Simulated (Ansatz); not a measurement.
**Energy of BN along a strain of the cell**

System: BN (2 atoms in the cell).
Method: DFT PBE, scalar-relativistic, plane waves, PAW, no spin polarisation (Ansatz 0.2.0).

The 5 runs differ only in the geometry, by a strain of the cell at fixed fractional positions. Against run 3, the strain is εxx = η and εyy = η. The structure derives from a Materials Project entry.

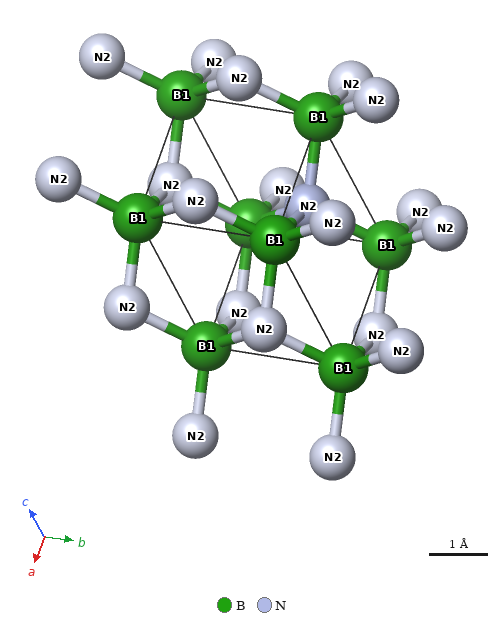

Figure 1. The structure of run 3 (ball-and-stick view of the reduced cell, seen at an oblique angle; neighbours outside the cell are drawn fainter; atoms are numbered from 1 in the order of the input).

## Input of run 3
```yaml
crystal:
  lattice:
    - [0.0, 1.813001, 1.840196015]
    - [1.813001, 0.0, 1.840196015]
    - [1.813001, 1.813001, 0.0]
  atoms:
    - { symbol: B, position: [0.0, 0.0, 0.0] }
    - { symbol: "N", position: [0.75, 0.75, 0.75] }
basis:
  ecutwfc: 420
kpoints:
  mp_grid: { grid: [12, 12, 12] }
hamiltonian:
  xc: pbe
scf:
  occupations: { method: gaussian, width: 0.05 }
output:
  forces: true
  stress: true
  eigenvalues: true
```

Run 4 differs from it as follows:
```diff
-    - [0.0, 1.813001, 1.840196015]
-    - [1.813001, 0.0, 1.840196015]
-    - [1.813001, 1.813001, 0.0]
+    - [0.0, 1.840196015, 1.840196015]
+    - [1.840196015, 0.0, 1.840196015]
+    - [1.840196015, 1.840196015, 0.0]
```

## Results, with one run withheld

```tsv
run	strain parameter η (%)	free energy per atom, from the lowest run given (meV)	pressure (GPa)	gap on the mesh (eV)
1	−3.0000	27.06	18.10	4.08
2	−1.5000	4.97	5.43	4.20
3	0.0000	0.00	−5.76	4.31
4	1.5000	?	?	?
5	3.0000	35.45	−24.26	4.14
```

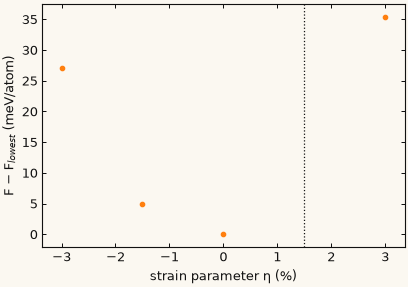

Figure 2. Free energy per atom of the runs given; the dotted line marks run 4.

Estimate the energy of run 4 from the others.

A quadratic polynomial in the coordinate, fitted to the 4 runs given, misses them by at most 0.43 meV per atom. With x = η + 0.3750, it reads F = −0.37098 − 1.1927 x + 3.5029 x² (meV per atom). At run 4 it gives 9.71 meV per atom, and the run itself gives 10.65. The fit has its minimum at η = −0.2048 %. So low a polynomial doesn't follow these energies more closely. The gap on the mesh lies between 4.08 eV (run 1) and 4.41 eV (run 4); run 4 has 4.41 eV. These are gaps of this functional on this mesh, which can miss the band edges; they aren't the measured gap.

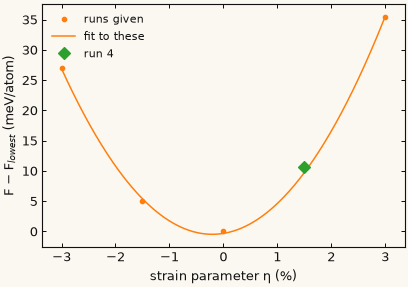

Figure 3. The fit and the withheld run.

## Output, shortened to warnings, some set-up lines, iterations and results (run 4)
```
Basis set: ecut = 420 eV, 259 PW (Γ), exchange–correlation on 36×36×36 points (8 copies of the dense FFT grid, shifted against one another)
Symmetry: 24 space group operations
k-points: 72 of 1728 (time reversal used)
Initial density: superposition of atomic densities (neutral atoms: chi_scale 0, normalization atom), corrected by the library's trained network
[...]
SCF iter   1: F=—  HF=-542.247618 eV  |F-HF|=—  |Δ(HF+E_count)|=         —  Δρ=1.93e-3  dr2=2.71e-4  ethr=1.77e-3  ⟨swp⟩=4.4  Hψ=3643  notcnv=0
SCF iter   2: F=—  HF=-542.247678 eV  |F-HF|=—  |Δ(HF+E_count)|=   6.06e-5  Δρ=9.48e-4  dr2=3.60e-5  ethr=3.39e-6  ⟨swp⟩=2.3  Hψ=1426  notcnv=0
SCF iter   3: F=—  HF=-542.247706 eV  |F-HF|=—  |Δ(HF+E_count)|=   2.75e-5  Δρ=4.57e-4  dr2=6.86e-6  ethr=4.50e-7  ⟨swp⟩=2.0  Hψ=779  notcnv=0
SCF iter   4: F=—  HF=-542.247720 eV  |F-HF|=—  |Δ(HF+E_count)|=   1.37e-5  Δρ=1.26e-4  dr2=4.85e-7  ethr=8.58e-8  ⟨swp⟩=2.0  Hψ=865  notcnv=0
SCF iter   5: F=-542.247721 eV  HF=-542.247721 eV  |F-HF|=3.49e-8  |Δ(HF+E_count)|=   1.24e-6  Δρ=2.09e-5  dr2=1.34e-8  ethr=6.07e-9  ⟨swp⟩=2.9  Hψ=918  notcnv=0
SCF iter   6: F=-542.247721 eV  HF=-542.247721 eV  |F-HF|=2.17e-10  |Δ(HF+E_count)|=   3.70e-8  Δρ=1.60e-6  dr2=7.60e-11  ethr=1.68e-10  ⟨swp⟩=1.7  Hψ=1795  notcnv=0
SCF 1 converged in 6 iterations: F = -542.247721 eV  dr2 = 7.60e-11
SCF converged after 6 iterations
Free energy (F): -542.247721 eV
Harris-Foulkes:  -542.247721 eV  (|F-HF|=2.17e-10)
Internal energy: -542.247721 eV  (E = F + TS)
E sigma→0 (E₀):  -542.247721 eV
Fermi energy:    12.539498 eV
--- Per-component energies (eV) ---
  E_band       = 21.786661
  E_kinetic    = 182.493882
  E_local      = -180.590719  (includes V_loc(G=0)·N_el)
  E_nonlocal   = 56.163246
  E_hartree    = 50.514392
  E_xc         = -92.667311
  E_vxc        = -115.206128  (∫ρ·V_xc dr)
  E_paw        = -206.144323  (= ΣΔE_a)
  E_vpaw       = -22.102439  (= ΣTr[D̂ρ^β])
  E_aug_tail   = 0.000098  (compensation charges beyond the density's cutoff)
  E_ewald      = -352.016986
  E_smearing   = -0.000000  (= −TS)
  E_closure    = 0.000000  (closes the sum)
  Σ components = -542.247721   (vs F -542.247721, Δ=0.00e0)
--- Forces (eV/Å), atoms counted from 1 ---
  atom   1  B     -0.00000000     0.00000000    -0.00000000
  atom   2  N      0.00000000    -0.00000000    -0.00000000
  max |Σ_I F_I| component: 5.37e-16 eV/Å
--- Stress (GPa, compression-positive) ---
      -15.609643      -0.000000      -0.000000
       -0.000000     -15.609643       0.000000
       -0.000000       0.000000     -15.609643
  P = ⅓ Tr σ = -15.6096 GPa (-156.096 kbar)
```
